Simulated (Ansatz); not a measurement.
A periodic structure is given below.

```
O Sn
1.0
     3.23815    0.00000    0.00000
     0.00000    6.82668    0.00000
     0.00000    0.00000   27.88090
O Sn
16 8
Cartesian
  0.0000 0.0000 7.5000
  1.6191 2.0929 8.8204
  1.6191 4.7338 8.8204
  0.0000 0.0000 10.1409
  0.0000 3.4133 10.9133
  1.6191 5.5062 12.2338
  1.6191 1.3204 12.2338
  0.0000 3.4133 13.5542
  0.0000 0.0000 14.3267
  1.6191 2.0929 15.6471
  1.6191 4.7338 15.6471
  0.0000 0.0000 16.9676
  0.0000 3.4133 17.7400
  1.6191 5.5062 19.0605
  1.6191 1.3204 19.0605
  0.0000 3.4133 20.3809
  1.6191 0.0000 8.8204
  0.0000 3.4133 8.8204
  1.6191 3.4133 12.2338
  0.0000 0.0000 12.2338
  1.6191 0.0000 15.6471
  0.0000 3.4133 15.6471
  1.6191 3.4133 19.0605
  0.0000 0.0000 19.0605
```

Give a crystallographic description of this input.

Formula: SnO2. Counting shared atoms by their share gives 8 Sn, 16 O, or 24 atoms. Within bonding distance, the neighbour counts come to Sn 5 to 6 (mean 5.8) and O 2 to 3 (mean 2.9). The bonds build SnO2 layers parallel to (001).

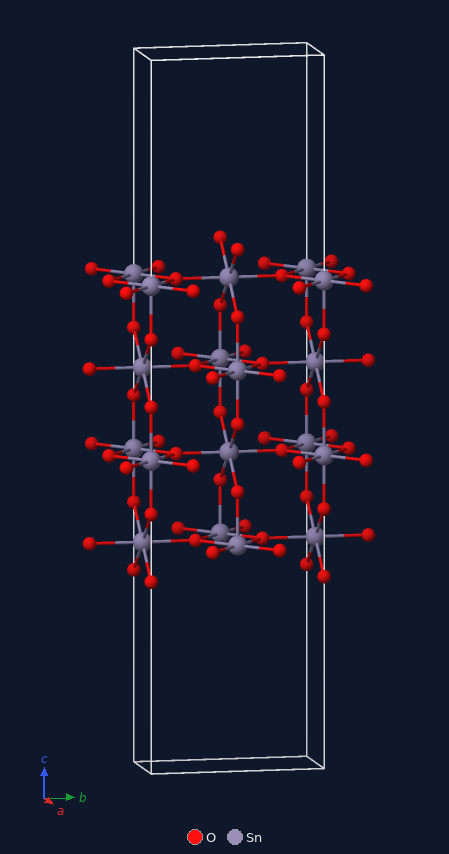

Structure drawing (ball-and-stick), viewed slightly off an axis. The lines enclose the simulation cell; boundary atoms appear with their images. Some neighbours outside the box are added. Colours: tin purple, oxygen red.

It goes back to a structure listed in the Materials Project, from which a slab was cut. Earlier steps of the study may have refined or changed the cell and positions. It went into a calculation with Ansatz.

At this level of theory the cell isn't at rest (forces up to 2.3 eV/Å), so its distances can differ from those at equilibrium, the more so the softer the solid.
